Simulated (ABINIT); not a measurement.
**Single-point calculation of CuO**

The run: single-point calculation of CuO (Cc, 4 atoms in the cell). Method and program: Kohn-Sham DFT of a periodic cell, LDA, PseudoDojo NC SR LDA v0.4.1 standard, no spin polarisation (ABINIT 10.8.3).

The structure derives from an entry of the Crystallography Open Database.

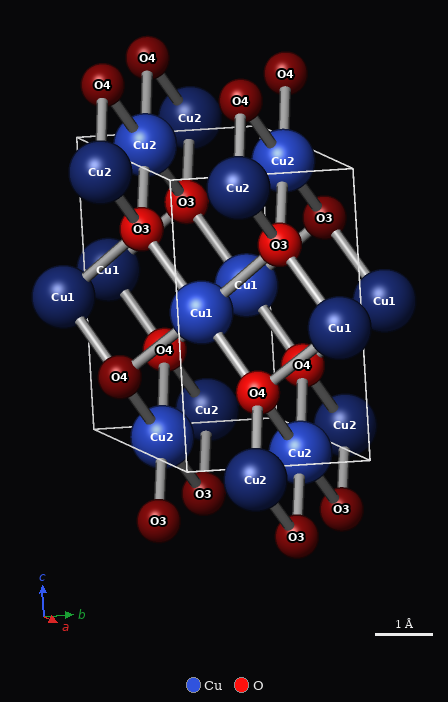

*The structure (ball-and-stick view of the cell 2 times as large as that of the calculation, set on its symmetry axes, seen slightly off an axis; neighbours outside the cell are drawn fainter; atoms are numbered from 1 in the order of the input). An atom can appear more than once, as a periodic image.*

### Results in brief

- outcome: converged
- space group (tolerance 0.01 Å): Cc (9)
- electrons treated: 50
- free energy: −11207.2685 eV
- Fermi energy: 6.536 eV
- gap on the k-point mesh: none (metallic)
- pressure: −9.66 GPa
- largest force (length of the vector): 0.810 eV/Å
- hardware: 1 thread of Arm Neoverse V1, 112 GiB of memory available, shared host
- wall time: 6.6 min
- peak memory: 0.21 GiB

### Notes

The run has no spin polarisation, so a magnetic state may lie lower.

### Input
```
# Pseudopotentials
pp_dirpath "./"
pseudos "Cu.upf, O.upf"

# Structure
acell 3*1.0 Angstrom
rprim
     2.3446500000    -1.7134000000     0.0000000000
     2.3446500000     1.7134000000     0.0000000000
    -0.8605543552     0.0000000000     5.0594363927
ntypat 2
znucl 29 8
natom 4
typat 1 1 2 2
xcart
     1.4022671557    -1.5982060878     4.7804745636
     2.2153731791     1.5982060878     0.0000000000
     3.1031631723     0.5368366478     7.2060873571
     3.9162691956    -0.5368366478     2.4256127936
chkprim 0
chksymtnons 0
tolsym 1.0e-6

# Plane-wave basis
ecut 46.0

# k points
kptopt 1
ngkpt 8 8 4
nshiftk 1
shiftk 0.0 0.0 0.0

# Exchange and correlation
ixc 7

# Bands and occupations
nband 30
occopt 3
tsmear 0.00183747

# SCF cycle
nstep 100
tolvrs 1.0e-10

# Output
iomode 3
prtwf 0
prteig 0
prtebands 0
enunit 1
prtden 1
prtvha 1
prtvclmb 1
prtpot 1
prtelf 1
```

Launch command:
```bash
abinit run.abi > log 2>&1
```

### What the program printed
```
.Version 10.8.3 of ABINIT
 Symmetries : space group Cc (#  9); Bravais mC (1-face-center monocl.)
================================================================================
 Values of the parameters that define the memory need of the present run
     intxc =       0    ionmov =       0      iscf =       7    lmnmax =       6
     lnmax =       6     mgfft =      60  mpssoang =       3    mqgrid =    3001
     natom =       4  nloc_mem =       1    nspden =       1   nspinor =       1
    nsppol =       1      nsym =       2    n1xccc =    2501    ntypat =       2
    occopt =       3   xclevel =       1
       mpw =        4107          nfft =       77760          nkpt =          78
================================================================================
================================================================================

--------------------------------------------------------------------------------
------------- Echo of variables that govern the present computation ------------
--------------------------------------------------------------------------------
 -outvars: echo values of preprocessed input variables --------
            acell      1.8897261259E+00  1.8897261259E+00  1.8897261259E+00 Bohr
              amu      6.35460000E+01  1.59994000E+01
          chkprim           0
      chksymtnons           0
             ecut      4.60000000E+01 Hartree
           enunit           1
                       outvar_i_n : Printing only first  50 k-points.
              ixc           7
                       outvar_i_n : Printing only first  50 k-points.
         kptrlatt        8    0    0      0    8    0      0    0    4
          kptrlen      3.87930538E+01
            natom           4
            nband          30
            ngfft          36      36      60
             nkpt          78
            nstep         100
             nsym           2
           ntypat           2
                       prtocc : prtvol=0, do not print more k-points.
           occopt           3
        prtebands           0
           prteig           0
           prtelf           1
           prtpot           1
         prtvclmb           1
           prtvha           1
            prtwf           0
            rprim      2.3446500000E+00 -1.7134000000E+00  0.0000000000E+00
                       2.3446500000E+00  1.7134000000E+00  0.0000000000E+00
                      -8.6055435520E-01  0.0000000000E+00  5.0594363927E+00
          spgroup           9
           tolsym      1.00000000E-06
           tolvrs      1.00000000E-10
           tsmear      1.83747000E-03 Hartree
            typat      1  1  2  2
                       outvars : Printing only first  50 k-points.
           xangst      7.4204782163E-01 -8.4573423942E-01  2.5297181964E+00
                       1.1723249992E+00  8.4573423942E-01  0.0000000000E+00
                       1.6421232311E+00  2.8408171980E-01  3.8132972083E+00
                       2.0724004087E+00 -2.8408171980E-01  1.2835790120E+00
            xcart      1.4022671552E+00 -1.5982060878E+00  4.7804745668E+00
                       2.2153731791E+00  1.5982060878E+00  0.0000000000E+00
                       3.1031631718E+00  5.3683664780E-01  7.2060873604E+00
                       3.9162691956E+00 -5.3683664780E-01  2.4256127935E+00
             xred      4.9679999967E-01  3.2000000061E-03  5.0000000000E-01
                       3.2000000061E-03  4.9679999967E-01  0.0000000000E+00
                       4.0559999973E-01  5.7139999961E-01  7.5369999983E-01
                       5.7139999961E-01  4.0559999973E-01  2.5369999983E-01
            znucl       29.00000    8.00000

================================================================================

 chkinp: Checking input parameters for consistency.

================================================================================
== DATASET  1 ==================================================================

--- !DatasetInfo
iteration_state: {dtset: 1, }
dimensions: {natom: 4, nkpt: 78, mband: 30, nsppol: 1, nspinor: 1, nspden: 1, mpw: 4107, }
cutoff_energies: {ecut:  46.0, pawecutdg:  -1.0, }
electrons: {nelect:   5.00000000E+01, charge:   0.00000000E+00, occopt:   3.00000000E+00, tsmear:   1.83747000E-03, }
meta: {optdriver: 0, ionmov: 0, optcell: 0, iscf: 7, paral_kgb: 0, }
...

 Exchange-correlation functional for the present dataset will be:
  LDA: Perdew-Wang 92 LSD fit to Ceperley-Alder data - ixc=7
  J.P.Perdew and Y.Wang, PRB 45, 13244 (1992)

 Real(R)+Recip(G) space primitive vectors, cartesian coordinates (Bohr,Bohr^-1):
 R(1)=  4.4307464 -3.2378567  0.0000000  G(1)=  0.1128478 -0.1544231  0.0191942
 R(2)=  4.4307464  3.2378567  0.0000000  G(2)=  0.1128478  0.1544231  0.0191942
 R(3)= -1.6262120  0.0000000  9.5609491  G(3)=  0.0000000  0.0000000  0.1045921
 Unit cell volume ucvol=  2.7432509E+02 bohr^3
 Angles (23,13,12)=  9.77808191E+01  9.77808191E+01  7.23164321E+01 degrees

 getcut: wavevector=  0.0000  0.0000  0.0000  ngfft=  36  36  60
         ecut(hartree)=     46.000   => boxcut(ratio)=   2.02684

--- Pseudopotential description ------------------------------------------------
- pspini: atom type   1  psp file is ./Cu.upf
12 -1012 2 -1 1456                            pspcod,pspxc,lmax,lloc,mmax
     nproj     2     2     2

- pspini: atom type   2  psp file is ./O.upf
12 -1012 2 -1 926                             pspcod,pspxc,lmax,lloc,mmax
     nproj     2     2     1

   2.80337042E+03                                ecore*ucvol(ha*bohr**3)
--------------------------------------------------------------------------------

================================================================================

--- !BeginCycle
iteration_state: {dtset: 1, }
solver: {iscf: 7, nstep: 100, nline: 4, wfoptalg: 0, }
tolerances: {tolvrs: 1.00E-10, }
...

     iter   Etot(hartree)      deltaE(h)  residm     vres2
 ETOT  1  -408.83532506920    -4.088E+02 4.621E-01 7.398E+03
 ETOT  2  -406.68468825877     2.151E+00 1.336E-01 2.351E+04
 ETOT  3  -411.52479446458    -4.840E+00 7.089E-02 1.318E+03
 ETOT  4  -411.73559732370    -2.108E-01 8.428E-02 5.288E+02
 ETOT  5  -411.82806336473    -9.247E-02 8.191E-03 1.297E+02
 ETOT  6  -411.85877878498    -3.072E-02 2.527E-03 2.865E+00
 ETOT  7  -411.85941222691    -6.334E-04 1.200E-03 4.067E-01
 ETOT  8  -411.85952210628    -1.099E-04 4.147E-04 3.553E-04
 ETOT  9  -411.85952183612     2.702E-07 3.895E-04 1.791E-03
 ETOT 10  -411.85952228513    -4.490E-07 1.862E-04 8.594E-07
 ETOT 11  -411.85952228564    -5.155E-10 2.016E-04 1.044E-07
 ETOT 12  -411.85952228567    -2.393E-11 1.262E-04 1.023E-09
 ETOT 13  -411.85952228567     2.274E-13 1.272E-04 4.221E-11

 At SCF step   13       vres2   =  4.22E-11 < tolvrs=  1.00E-10 =>converged.

 Compute ELF
--------------------------------------------------------------------------------

 Compute kinetic energy density

 Compute gradient of the electron density
 Electron Localization Function (ELF) [min:0;max:1]
)     Maximum=    8.6150E-01  at reduced coord.    0.3333    0.7500    0.7000
)     Minimum=    2.3059E-03  at reduced coord.    0.5556    0.4167    0.2500
   Integrated=    7.4904E+01

--------------------------------------------------------------------------------
 End of ELF section

 Cartesian components of stress tensor (hartree/bohr^3)
  sigma(1 1)=  3.63110712E-04  sigma(3 2)=  0.00000000E+00
  sigma(2 2)=  1.99681724E-04  sigma(3 1)=  4.69005660E-06
  sigma(3 3)=  4.21897523E-04  sigma(2 1)=  0.00000000E+00

--- !ResultsGS
iteration_state: {dtset: 1, }
comment   : Summary of ground state results
lattice_vectors:
- [  4.4307464,  -3.2378567,   0.0000000, ]
- [  4.4307464,   3.2378567,   0.0000000, ]
- [ -1.6262120,   0.0000000,   9.5609491, ]
lattice_lengths: [   5.48773,    5.48773,    9.69826, ]
lattice_angles: [ 97.781,  97.781,  72.316, ] # degrees, (23, 13, 12)
lattice_volume:   2.7432509E+02
convergence: {deltae:  2.274E-13, res2:  4.221E-11, residm:  1.272E-04, diffor: null, }
etotal    :  -4.11859522E+02
entropy   :   0.00000000E+00
fermie    :   2.40206381E-01
cartesian_stress_tensor: # hartree/bohr^3
- [  3.63110712E-04,   0.00000000E+00,   4.69005660E-06, ]
- [  0.00000000E+00,   1.99681724E-04,   0.00000000E+00, ]
- [  4.69005660E-06,   0.00000000E+00,   4.21897523E-04, ]
pressure_GPa:  -9.6569E+00
xred      :
- [  4.9680E-01,   3.2000E-03,   5.0000E-01, Cu]
- [  3.2000E-03,   4.9680E-01,   0.0000E+00, Cu]
- [  4.0560E-01,   5.7140E-01,   7.5370E-01,  O]
- [  5.7140E-01,   4.0560E-01,   2.5370E-01,  O]
cartesian_forces: # hartree/bohr
- [ -1.10274812E-02,  -5.75292560E-03,   4.13380740E-03, ]
- [ -1.10274812E-02,   5.75292560E-03,   4.13380740E-03, ]
- [  1.10274812E-02,  -1.04667443E-02,  -4.13380740E-03, ]
- [  1.10274812E-02,   1.04667443E-02,  -4.13380740E-03, ]
force_length_stats: {min:   1.31068630E-02, max:   1.57558383E-02, mean:   1.44313507E-02, }
...

 Integrated electronic density in atomic spheres:
 ------------------------------------------------
 Atom  Sphere_radius  Integrated_density
    1        2.00000         17.30378723
    2        2.00000         17.30378723
    3        2.00000          6.16876171
    4        2.00000          6.16876171
================================================================================

 ----iterations are completed or convergence reached----

 Mean square residual over all n,k,spin=   83.087E-09; max=  12.722E-05
 reduced coordinates (array xred) for    4 atoms
       0.496799999666      0.003200000006      0.500000000000
       0.003200000006      0.496799999666      0.000000000000
       0.405599999729      0.571399999613      0.753699999827
       0.571399999613      0.405599999729      0.253699999827
 rms dE/dt=  5.6484E-02; max dE/dt=  6.7487E-02; dE/dt below (all hartree)
    1       0.030232794755      0.067487092669     -0.057458052489
    2       0.067487092669      0.030232794755     -0.057458052489
    3      -0.082749819200     -0.014970181733      0.057454237541
    4      -0.014970181733     -0.082749819200      0.057454237541

 cartesian coordinates (angstrom) at end:
    1      0.74204782163013    -0.84573423941644     2.52971819635000
    2      1.17232499923013     0.84573423941644     0.00000000000000
    3      1.64212323109346     0.28408171980060     3.81329720830063
    4      2.07240040869346    -0.28408171980060     1.28357901195063

 cartesian forces (hartree/bohr) at end:
    1     -0.01102748117522    -0.00575292560129     0.00413380739907
    2     -0.01102748117522     0.00575292560129     0.00413380739907
    3      0.01102748117522    -0.01046674433485    -0.00413380739907
    4      0.01102748117522     0.01046674433485    -0.00413380739907
 frms,max,avg= 8.3669618E-03 1.1027481E-02   6.405E-09  0.000E+00  2.006E-07 h/b

 cartesian forces (eV/Angstrom) at end:
    1     -0.56705588147061    -0.29582732865623     0.21256892315313
    2     -0.56705588147061     0.29582732865623     0.21256892315313
    3      0.56705588147061    -0.53822163380885    -0.21256892315313
    4      0.56705588147061     0.53822163380885    -0.21256892315313
 frms,max,avg= 4.3024647E-01 5.6705588E-01   3.293E-07  0.000E+00  1.032E-05 e/A
 length scales=  1.889726125908  1.889726125908  1.889726125908 bohr
              =  1.000000000000  1.000000000000  1.000000000000 angstroms
 Fermi (or HOMO) energy (eV) =   6.53635   Average Vxc (eV)= -12.88339
 Eigenvalues (   eV  ) for nkpt=  78  k points:
 kpt#   1, nband= 30, wtk=  0.00391, kpt=  0.0000  0.0000  0.0000 (reduced coord)
-105.17143 -105.17072  -63.18664  -63.18663  -63.15090  -63.14184  -62.73509  -62.73464
 -13.11626  -11.72346   -1.71706    0.91461    1.29600    3.16097    3.22778    3.30422
   3.52442    3.79394    3.85737    4.07508    4.27202    4.39743    4.47438    4.96520
   6.75713    7.44081    8.20790   12.44852   14.50804   19.63665
 prteigrs : prtvol=0 or 1, do not print more k-points.

--- !EnergyTerms
iteration_state     : {dtset: 1, }
comment             : Components of total free energy in Hartree
kinetic             :  1.95800333829580E+02
hartree             :  1.35120719579234E+02
xc                  : -5.41854907111231E+01
Ewald energy        : -2.48309193483836E+02
psp_core            :  1.02191544608009E+01
local_psp           : -3.77987697733063E+02
non_local_psp       : -7.25167010602661E+01
internal            : -4.11858875118674E+02
'-kT*entropy'       : -6.47166992137323E-04
total_energy        : -4.11859522285666E+02
total_energy_eV     : -1.12072685400005E+04
band_energy         : -4.15033907150148E+01
...

 Cartesian components of stress tensor (hartree/bohr^3)
  sigma(1 1)=  3.63110712E-04  sigma(3 2)=  0.00000000E+00
  sigma(2 2)=  1.99681724E-04  sigma(3 1)=  4.69005660E-06
  sigma(3 3)=  4.21897523E-04  sigma(2 1)=  0.00000000E+00

-Cartesian components of stress tensor (GPa)         [Pressure= -9.6569E+00 GPa]
- sigma(1 1)=  1.06830860E+01  sigma(3 2)=  0.00000000E+00
- sigma(2 2)=  5.87483914E+00  sigma(3 1)=  1.37986229E-01
- sigma(3 3)=  1.24126537E+01  sigma(2 1)=  0.00000000E+00

== END DATASET(S) ==============================================================
================================================================================

 -outvars: echo values of variables after computation  --------
            acell      1.8897261259E+00  1.8897261259E+00  1.8897261259E+00 Bohr
           etotal     -4.1185952229E+02
            fcart     -1.1027481175E-02 -5.7529256013E-03  4.1338073991E-03
                      -1.1027481175E-02  5.7529256013E-03  4.1338073991E-03
                       1.1027481175E-02 -1.0466744335E-02 -4.1338073991E-03
                       1.1027481175E-02  1.0466744335E-02 -4.1338073991E-03
            rprim      2.3446500000E+00 -1.7134000000E+00  0.0000000000E+00
                       2.3446500000E+00  1.7134000000E+00  0.0000000000E+00
                      -8.6055435520E-01  0.0000000000E+00  5.0594363927E+00
           strten      3.6311071173E-04  1.9968172387E-04  4.2189752261E-04
                       0.0000000000E+00  4.6900566011E-06  0.0000000000E+00
           xangst      7.4204782163E-01 -8.4573423942E-01  2.5297181964E+00
                       1.1723249992E+00  8.4573423942E-01  0.0000000000E+00
                       1.6421232311E+00  2.8408171980E-01  3.8132972083E+00
                       2.0724004087E+00 -2.8408171980E-01  1.2835790120E+00
             xred      4.9679999967E-01  3.2000000061E-03  5.0000000000E-01
                       3.2000000061E-03  4.9679999967E-01  0.0000000000E+00
                       4.0559999973E-01  5.7139999961E-01  7.5369999983E-01
                       5.7139999961E-01  4.0559999973E-01  2.5369999983E-01
 Calculation completed.
```

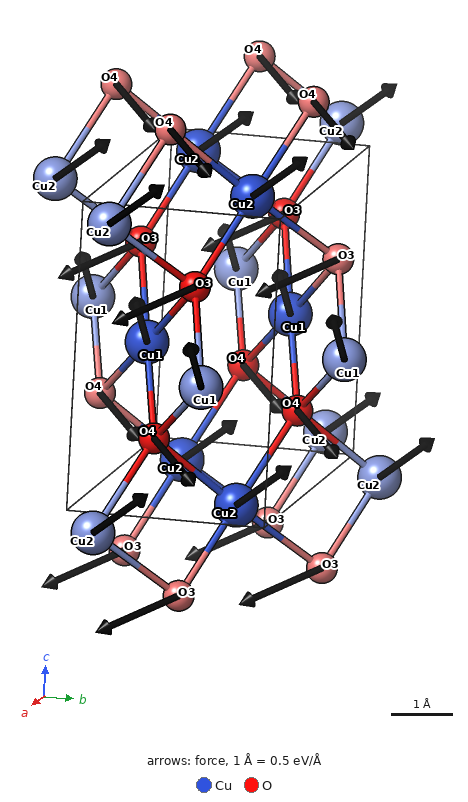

*Forces on the atoms as black arrows (ball-and-stick view of the cell 2 times as large as that of the calculation, set on its symmetry axes, seen slightly off an axis; neighbours outside the cell are drawn fainter; atoms are numbered from 1 in the order of the input).*

The largest act on O3, O4 (0.81 eV/Å); Cu1, Cu2 (0.67 eV/Å). The geometry is not a stationary point of this energy.
